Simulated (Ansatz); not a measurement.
# Electron scattering at the twin(10-12) boundary in hcp Co with W (substitutional), part 2 of 2

Wanted: what the twin(10-12) boundary in hcp Co with W (substitutional) costs an interconnect.

Ansatz 0.2.0; Ansatz plane-wave DFT, PBE, PAW files, collinear spin; relaxation of a bicrystal slab with its lowest layers held; PAW set soft_1 (the session's first sound run).

So far: Set-up; Relaxing the bicrystal.

### Step 2. Relaxing the bicrystal (continued)

The steps of the relaxation:

| step | energy less that of the first step (eV) | largest force component (eV/Å) |
| --- | --- | --- |
| 1 | 0.0000 | 1.5865 |
| 2 | -0.3043 | 0.9223 |
| 3 | -0.4265 | 0.3511 |
| 4 | -0.4419 | 0.0919 |
| 5 | -0.4431 | 0.0092 |

The run keeps the 2 symmetry operations that it works with, so distortions that break them were not tested.

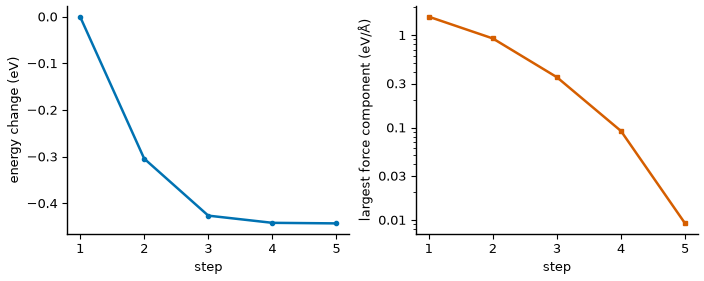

Energy and largest force along the relaxation.

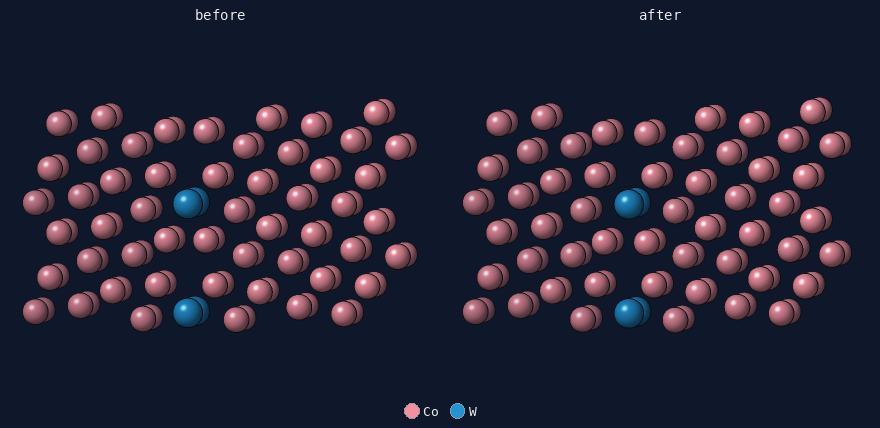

Before and after, at one scale.

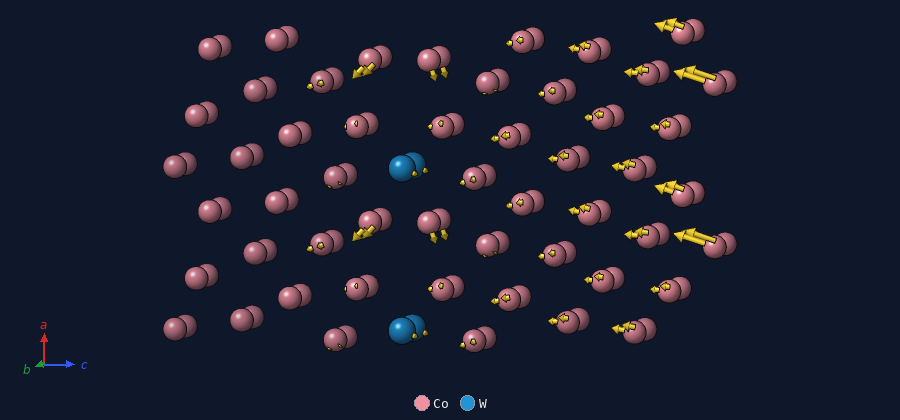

Displacements in the relaxation, exaggerated; the longest in the cell stands for 0.34 Å. 2×2×1 cells are drawn.

The atoms that moved most (Å):

| atom | dx | dy | dz | length |
| --- | --- | --- | --- | --- |
| Co27 | 0.104 | 0.000 | -0.322 | 0.338 |
| Co26 | 0.070 | 0.000 | -0.197 | 0.210 |
| Co11 | -0.124 | 0.000 | -0.116 | 0.170 |
| Co24 | 0.017 | 0.000 | -0.147 | 0.148 |
| Co23 | 0.027 | 0.000 | -0.140 | 0.143 |
| Co13 | -0.121 | 0.000 | 0.042 | 0.128 |
| Co21 | 0.026 | 0.000 | -0.117 | 0.120 |
| Co20 | 0.008 | 0.000 | -0.103 | 0.103 |

This step gave:

```yaml
free_energy: -143659.6892 eV
energy_at_zero_smearing: -143659.1972 eV
fermi_energy: 10.62 eV
magnetization: 40.91 μB
absolute_magnetization: 45.42 μB
```

The largest force component on a free atom ends at 0.0092 eV/Å, under the tolerance of 0.03, after 5 steps.

### Step 3. Transmission across the boundary

This step: Ansatz plane-wave DFT, PBE, PAW files, collinear spin; ballistic transport by layer matching (Landauer), zero bias; boundary relaxed in a short slab, bulk layers laid on; PAW set soft_1 (Ansatz 0.2.0).

System of this step: twin(10-12) boundary in hcp Co with W (substitutional). The cell holds 59 atoms: 58 Co and 1 W. Cell: a = 5.963 Å, b = 2.505 Å, c = 51.779 Å, α = 90.0°, β = 90.0°, γ = 90.0°. It derives from Co. Regions: lower grain, 24 atoms (24 Co); boundary, 15 atoms (14 Co and 1 W); upper grain, 20 atoms (20 Co). Vacuum lies along c.

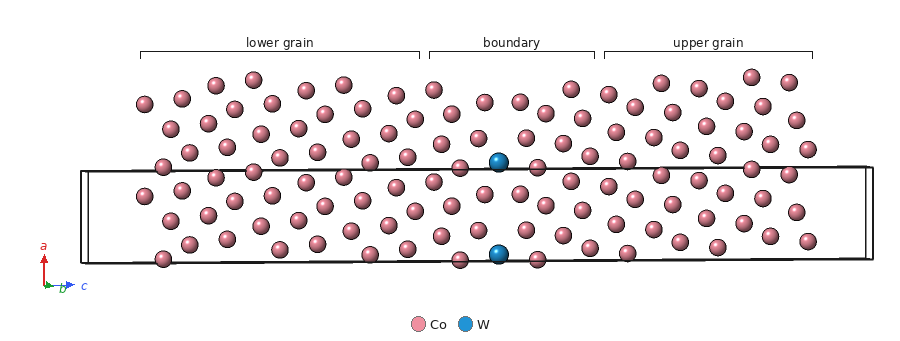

The cell of this step (cobalt pink, tungsten blue). 2×1×1 cells are drawn.

Contents of input.yaml:

```yaml
crystal:
  lattice:
    - [5.9626723849, 0.0, 0.0]
    - [0.0, 2.5054, 0.0]
    - [0.0, 0.0, 51.7787772009]
  atoms:
    - { symbol: Co, position: [4.7224164196, -6.5833333333, 0.0772517278], spin: 2.0 }
    - { symbol: Co, position: [4.0458645788, -7.0833333334, 0.0964107208], spin: 2.0 }
    - { symbol: Co, position: [4.4575886583, -6.0833333333, 0.1059902174], spin: 2.0 }
    - { symbol: Co, position: [3.7810368174, -6.5833333334, 0.1251492104], spin: 2.0 }
    - { symbol: Co, position: [4.192760897, -5.5833333333, 0.134728707], spin: 2.0 }
    - { symbol: Co, position: [3.5162090561, -6.0833333334, 0.1538877], spin: 2.0 }
    - { symbol: Co, position: [3.9279331357, -5.0833333333, 0.1634671966], spin: 2.0 }
    - { symbol: Co, position: [3.2513812948, -5.5833333334, 0.1826261896], spin: 2.0 }
    - { symbol: Co, position: [3.6631053744, -4.5833333333, 0.1922056862], spin: 2.0 }
    - { symbol: Co, position: [2.9865535335, -5.0833333334, 0.2113646792], spin: 2.0 }
    - { symbol: Co, position: [3.3982776131, -4.0833333333, 0.2209441758], spin: 2.0 }
    - { symbol: Co, position: [2.7217257722, -4.5833333334, 0.2401031688], spin: 2.0 }
    - { symbol: Co, position: [3.1334498518, -3.5833333333, 0.2496826654], spin: 2.0 }
    - { symbol: Co, position: [2.4568980109, -4.0833333334, 0.2688416584], spin: 2.0 }
    - { symbol: Co, position: [2.8686220905, -3.0833333333, 0.278421155], spin: 2.0 }
    - { symbol: Co, position: [2.1920702496, -3.5833333334, 0.297580148], spin: 2.0 }
    - { symbol: Co, position: [2.6037943292, -2.5833333333, 0.3071596446], spin: 2.0 }
    - { symbol: Co, position: [1.9272424883, -3.0833333334, 0.3263186376], spin: 2.0 }
    - { symbol: Co, position: [2.3389665678, -2.0833333333, 0.3358981342], spin: 2.0 }
    - { symbol: Co, position: [1.662414727, -2.5833333334, 0.3550571272], spin: 2.0 }
    - { symbol: Co, position: [2.0741388065, -1.5833333333, 0.3646366238], spin: 2.0 }
    - { symbol: Co, position: [1.3975869657, -2.0833333334, 0.3837956168], spin: 2.0 }
    - { symbol: Co, position: [1.8093110452, -1.0833333333, 0.3933751134], spin: 2.0 }
    - { symbol: Co, position: [1.1327592044, -1.5833333334, 0.4125341064], spin: 2.0 }
    - { symbol: Co, position: [0.5444832839, 0.4166666667, 0.422113603], spin: 2.0 }
    - { symbol: Co, position: [0.8679314431, 0.9166666667, 0.441272596], spin: 2.0 }
    - { symbol: Co, position: [0.2779082052, 0.9166666667, 0.4508809289], spin: 2.0 }
    - { symbol: Co, position: [0.5986240826, 0.4166666667, 0.468693691], spin: 2.0 }
    - { symbol: Co, position: [0.0109128046, 0.4166666667, 0.4793064805], spin: 2.0 }
    - { symbol: Co, position: [0.3382418204, 0.9166666667, 0.4981138077], spin: 2.0 }
    - { symbol: Co, position: [0.7291391385, 0.9166666667, 0.5060922099], spin: 2.0 }
    - { symbol: W, position: [0.069364101, 0.4166666667, 0.5286599363] }
    - { symbol: Co, position: [0.7296302295, 0.9166666667, 0.5513147598], spin: 2.0 }
    - { symbol: Co, position: [0.3387568224, 0.9166666667, 0.5590614429], spin: 2.0 }
    - { symbol: Co, position: [0.0111388124, 0.4166666667, 0.5781171927], spin: 2.0 }
    - { symbol: Co, position: [0.5984710552, 0.4166666667, 0.5886912662], spin: 2.0 }
    - { symbol: Co, position: [0.278034548, 0.9166666667, 0.6062558533], spin: 2.0 }
    - { symbol: Co, position: [0.8665422109, 0.9166666667, 0.6161838584], spin: 2.0 }
    - { symbol: Co, position: [0.5435876119, 0.4166666667, 0.635383901], spin: 2.0 }
    - { symbol: Co, position: [1.1316167523, -1.5833333334, 0.6449428728], spin: 2.0 }
    - { symbol: Co, position: [1.8081685932, -1.0833333333, 0.6641018658], spin: 2.0 }
    - { symbol: Co, position: [1.3964445136, -2.0833333334, 0.6736813624], spin: 2.0 }
    - { symbol: Co, position: [2.0729963545, -1.5833333333, 0.6928403554], spin: 2.0 }
    - { symbol: Co, position: [1.6612722749, -2.5833333334, 0.702419852], spin: 2.0 }
    - { symbol: Co, position: [2.3378241158, -2.0833333333, 0.721578845], spin: 2.0 }
    - { symbol: Co, position: [1.9261000362, -3.0833333334, 0.7311583416], spin: 2.0 }
    - { symbol: Co, position: [2.6026518771, -2.5833333333, 0.7503173346], spin: 2.0 }
    - { symbol: Co, position: [2.1909277975, -3.5833333334, 0.7598968312], spin: 2.0 }
    - { symbol: Co, position: [2.8674796384, -3.0833333333, 0.7790558242], spin: 2.0 }
    - { symbol: Co, position: [2.4557555588, -4.0833333334, 0.7886353208], spin: 2.0 }
    - { symbol: Co, position: [3.1323073997, -3.5833333333, 0.8077943138], spin: 2.0 }
    - { symbol: Co, position: [2.7205833201, -4.5833333334, 0.8173738104], spin: 2.0 }
    - { symbol: Co, position: [3.397135161, -4.0833333333, 0.8365328034], spin: 2.0 }
    - { symbol: Co, position: [2.9854110814, -5.0833333334, 0.8461123], spin: 2.0 }
    - { symbol: Co, position: [3.6619629223, -4.5833333333, 0.865271293], spin: 2.0 }
    - { symbol: Co, position: [3.2502388428, -5.5833333334, 0.8748507896], spin: 2.0 }
    - { symbol: Co, position: [3.9267906836, -5.0833333333, 0.8940097826], spin: 2.0 }
    - { symbol: Co, position: [3.5150666041, -6.0833333334, 0.9035892792], spin: 2.0 }
    - { symbol: Co, position: [4.1916184449, -5.5833333333, 0.9227482722], spin: 2.0 }
magnetization:
  spin_polarized: true
kpoints:
  mp_grid: { grid: [5, 10, 1] }
hamiltonian:
  xc: pbe
  pseudopotentials: { kind: paw, azcp: { folder: soft_1 } }
scf:
  occupations: { method: fermi_dirac, width: 0.1 }
output:
  transmission:
    leads: [[14, 16], [45, 47]]
    kmesh: [12, 24]
    e_range: [-0.1, 0.1]
    de: 0.05
  write_potential: true
  write_density: true
  volumetric_format: npy
  elf: true
```

On the command line:

```console
ansatz run input.yaml --threads 8 --pin off --max-ram 15360MiB --backend cpu --events-out ev --progress --plain --runs-dir out
```

Numbers of over 12 decimals in the logs are rounded to 6 here.

Log:

```text
[...]
Crystal: 59 atoms, lattice volume = 773.517 Å³
Basis set: ecut = 420 eV, 14987 PW (Γ)
Bands: 670, of which v1, the nominal top of the filled ones, is band 500 counted from 1 (499 counted from 0)
Symmetry: 2 space group operations
[...]
k-points: 18 of 50 (time reversal used)
[...]
Starting moments: Σ|m| = 116 μB on 58 of 59 sites
[...]
SCF iter   1: F=—  HF=-307677.769209 eV  |F-HF|=—  |Δ(HF+E_count)|=         —  Δρ=5.55e-2 (↑4.16e-2 ↓5.55e-2)  dr2=2.00e2  dr2_m=4.47e0  M=101.219 μB ∫|m|=105.635 μB  β_m=0.30  ethr=3.10e-3  ⟨swp⟩=6.1  Hψ=89150  notcnv=0  defer=2605
[...]
SCF iter  18: F=-307697.015697 eV  HF=-307697.015697 eV  |F-HF|=1.74e-8  |Δ(HF+E_count)|=   1.40e-8  Δρ=1.31e-6 (↑7.49e-7 ↓1.31e-6)  dr2=2.30e-8  dr2_m=1.11e-9  M=94.298 μB ∫|m|=104.000 μB  ethr=1.00e-12  ⟨swp⟩=9.6  Hψ=126911  notcnv=0
SCF 1 converged in 18 iterations: F = -307697.015697 eV  dr2 = 2.30e-8
[...]
transmission: 704 of 6916 steps passed
transmission: 1400 of 6916 steps passed
[...]
transmission: 6916 of 6916 steps passed
WARN: The input density's exchange-correlation potential varies sharply where the density is thin. Do not read a vacuum level from v_tot or v_xc, or from such a field of the output density. On a cell that repeats whose density bears no net charge and no dipole along the vacuum's axis use v_es (v_loc + v_h of the components); under efield.dipole_correction with no amplitude use v_es + v_field, which holds any external [...]
some or all of what a close reads of its open shells is tried by no SCF: some or all of their fillings by name were not asked, since the model of its bands would take too long in so large a cell. Whether a lower state lies along it is not known (a run that goes on reads the state that it goes on from)
SCF converged after 18 iterations
the last check of whether an eigenvalue changes by more than its tolerance under the output density was not made (no_room)
Magnetization: 94.2978 μB (547.1489 up, 452.8511 down)
Absolute magnetization: 104.0981 μB (∫|ρ↑−ρ↓|, with the PAW one-centre terms)
[...]
Per-site moments (μB) at R_I (Å): [(1.899344, 1.033141), (1.858096, 1.033141), (1.809733, 1.033141), (1.751915, 1.033141), (1.699504, 1.033141), (1.725058, 1.033141), (1.718382, 1.033141), (1.714663, 1.033141), (1.716880, 1.033141), (1.715948, 1.033141), (1.715586, 1.033141), (1.717860, 1.033141), (1.714453, 1.033141), (1.716774, 1.033141), (1.717713, 1.033141), (1.715930, 1.033141), (1.715471, 1.033141), (1.717283,  [...]
Free energy (F): -307697.015697 eV
[...]
Internal energy: -307695.019394 eV  (E = F + TS)
E sigma→0 (E₀):  -307696.017545 eV
Entropy (-TS):   -1.996303 eV (-33.836 meV/atom)
Fermi energy:    14.990852 eV
[...]
--- Band table (eV; the first three rows and the last of 36) ---
  k-point 0 ↑: bands = [... 496 lower, 13.8634, 13.8740, 13.8778, 13.8919, 13.9139, 13.9146, 13.9172, 13.9314, ... 166 higher]
  k-point 1 ↑: bands = [... 496 lower, 13.8762, 13.8821, 13.9096, 13.9206, 13.9401, 13.9422, 13.9497, 13.9540, ... 166 higher]
  k-point 2 ↑: bands = [... 496 lower, 13.8700, 13.8963, 13.9139, 13.9232, 13.9435, 13.9590, 13.9664, 13.9862, ... 166 higher]
  k-point 17 ↓: bands = [... 496 lower, 16.1949, 16.2019, 16.2048, 16.2087, 16.2173, 16.2225, 16.2297, 16.2354, ... 166 higher]
--- Transmission ---
  basis      : 127 plane waves across, 38 finite elements along
  points     : 91, standing for a mesh of 12 x 24
  energies   : 5 from -0.100000 to 0.100000 eV about the Fermi level, 0.050000 eV apart; the leads are filled to 0.000000 eV, and channels, transmission and decay are at 0.000000 eV
  crystal 0  : Co4, at the sites [14, 16], period 2.9761 Å, over 19.34 Å; its Hamiltonian steps by up to 24.5 meV
    offset         : up to 0.0000 Å between an atom of the period and one for which it stands
    channels       : 1.770833e0 up, 3.184028e0 down
    conductance    : none, the energies end too early or step too widely for 300 K: set another output.transmission.e_range or a lower de, or, where they end at an eighth of basis.ecutwfc, a higher one
    slowest decay  : 0.1073 /Å at (0.2500, 0.4583)
[...]
channels       : 1.770833e0 up, 3.170139e0 down
[...]
slowest decay  : 0.1073 /Å at (0.2500, 0.4583)
  junction   : crystal 0 to crystal 1, 13.87 to 37.41 Å
    transmission   : 7.396152e-1 up, 1.400149e0 down
[...]
```

It took 51 min on 8 threads of Arm Neoverse V1, shared host; peak memory 10 GiB; 6.4 h of CPU time.

Numbers from this step:

* free energy: -307697.0157 eV
* energy at zero smearing: -307696.0175 eV
* Fermi energy: 14.99 eV
* magnetization: 94.30 μB
* absolute magnetization: 104.1 μB
* cell area: 14.94 Å²
* transmission, spin up: 0.7396
* transmission, spin down: 1.400
* open channels, spin up: 1.771
* open channels, upper lead, spin up: 1.771
* open channels, spin down: 3.184
* open channels, upper lead, spin down: 3.170
* step of the lead's potential: 24.5 meV
* step of the upper lead's potential: 17.6 meV

Per spin. Transmission, zone mean against energy, zero at the Fermi level:

| energy (eV) | T up | T down |
| --- | --- | --- |
| -0.1000 | 0.741 | 1.42 |
| -0.0500 | 0.729 | 1.36 |
| 0.0000 | 0.740 | 1.40 |
| 0.0500 | 0.728 | 1.41 |
| 0.1000 | 0.732 | 1.44 |

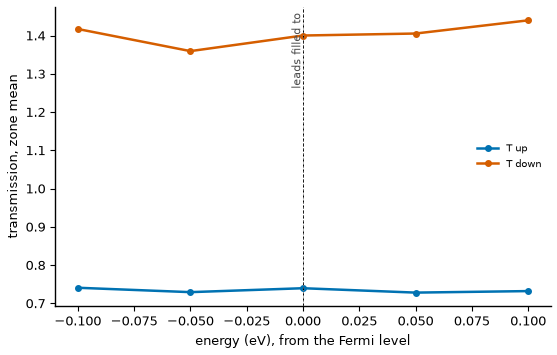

Transmission, zone mean, plotted against energy.

Per spin. Table of open channels, zone mean by energy, zero at the Fermi level:

| energy (eV) | lead up | upper lead up | lead down | upper lead down |
| --- | --- | --- | --- | --- |
| -0.1000 | 1.74 | 1.74 | 3.09 | 3.12 |
| -0.0500 | 1.77 | 1.76 | 3.14 | 3.14 |
| 0.0000 | 1.77 | 1.77 | 3.18 | 3.17 |
| 0.0500 | 1.77 | 1.77 | 3.23 | 3.19 |
| 0.1000 | 1.81 | 1.81 | 3.25 | 3.25 |

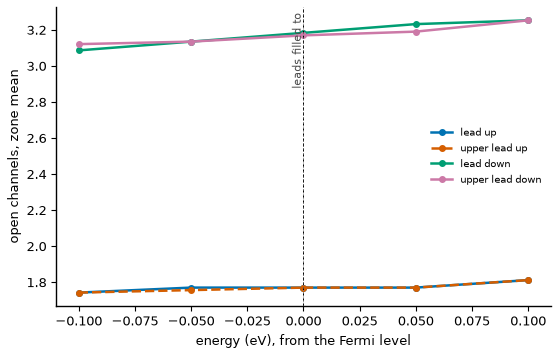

Open channels, zone mean against energy.

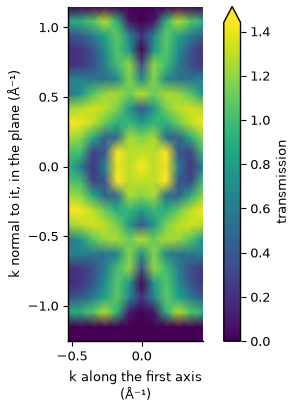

Transmission over k1 and k2. At 0.0000 eV from the Fermi level, spin up.

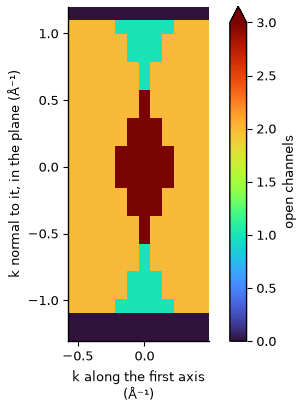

Open channels over k1 and k2. At 0.0000 eV from the Fermi level, spin up.

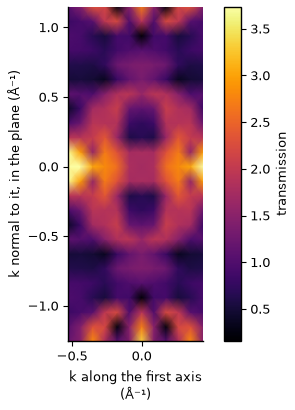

Transmission over k1 and k2. At 0.0000 eV from the Fermi level, spin down.

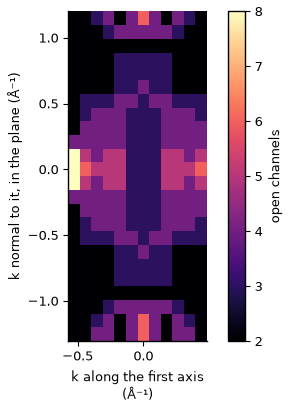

Open channels over k1 and k2. At 0.0000 eV from the Fermi level, spin down.

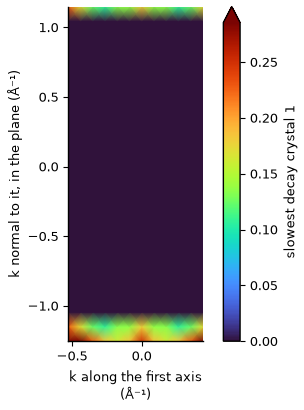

Slowest decay crystal 1 over k1 and k2. At 0.0000 eV from the Fermi level, spin up.

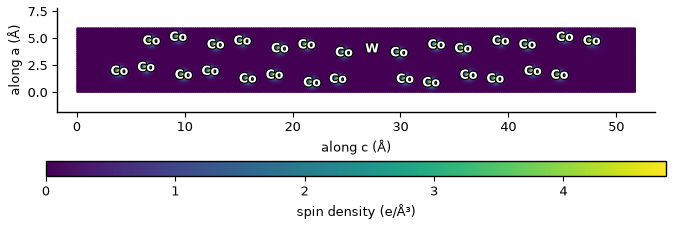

Spin density in the ca plane at fractional y = 0.417, with atoms of Co and W within 0.2 Å of it. The map starts off the cell's origin, so that atoms lie inside it.

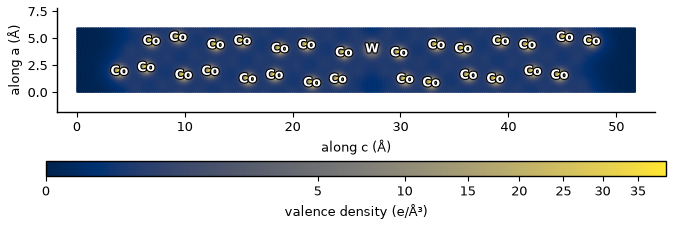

Valence density in the ca plane at fractional y = 0.417, with atoms of Co and W within 0.2 Å of it. It is the smooth field of the valence electrons, not physical close to the nuclei. The map starts off the cell's origin, so that atoms lie inside it. The colour scale is stretched toward low values.

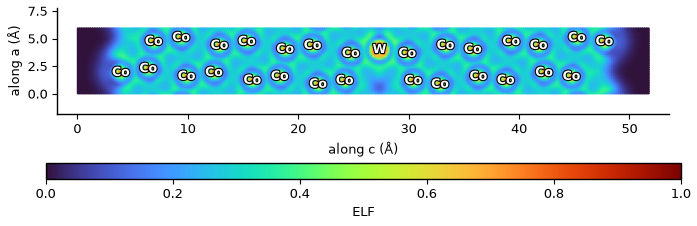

ELF in the ca plane at fractional y = 0.417, with atoms of Co and W within 0.2 Å of it. It is the smooth field of the valence electrons, not physical close to the nuclei. The map starts off the cell's origin, so that atoms lie inside it.

Nearest the Fermi level spin up passes 0.740 of 1.77 channels of the lower lead and spin down 1.40 of 3.18.

### Step 4. Specific resistance

This step: Ansatz plane-wave DFT, PBE, PAW files, collinear spin; ballistic transport by layer matching (Landauer), zero bias; specific resistance of the boundary; PAW set soft_1 (Ansatz 0.2.0).

Numbers from this step:

- area resistance: 1.023 fΩ m²
- T over the leads' mean channel count: 0.4321
- spin asymmetry γ: -0.3354 (R down - R up) / (R down + R up)

Averaged over the energies near the Fermi level, 43.2 % of the channels pass, which makes 1.02 fΩ m².

By hand, with means over the energies near the Fermi level: RA per spin = A (h/e²)(1/T − ½[1/N₁ + 1/N₂]); spin up: 14.94×10⁻²⁰ m² × 25 813 Ω × (1/0.7340 − ½[1/1.774 + 1/1.771]) = 3.08 fΩ m²; spin down: 14.94×10⁻²⁰ m² × 25 813 Ω × (1/1.404 − ½[1/3.178 + 1/3.174]) = 1.53 fΩ m². The spins conduct in parallel, so 1/RA = 1/3.08 + 1/1.53 and RA = 1.02 fΩ m²; γ = (1.53 − 3.08)/(1.53 + 3.08) = -0.34.

### Step 5. Outcome

```yaml
specific_resistance_of_the_boundary: 1.02 fΩ m²
share_of_channels_that_pass: 0.432
```

In words: The boundary has a specific resistance of 1.0 fΩ m². The boundary reflects 57 % of the channels; 1.0 fΩ m² is 10×10⁻¹² Ω·cm². One W in 14.9 Å² of boundary is a high coverage. Each plane of this narrow cell holds one atom, so the solute fills a whole plane. One starting structure was relaxed; another shift or atom count at the boundary may lie lower. Spin-orbit coupling is left out, which matters for W. One magnetic start was tried, and the two spins conduct in parallel without mixing.

[Logs are printed without paths, hosts, clocks, repeated set-up lines and the standing remarks that a program may print on its own settings, such as how far it seeks lower states.]

[Hosts, paths, dates, database ids (printed as entryN), source tags and the programs' standing remarks are cut or masked in the printed files.]
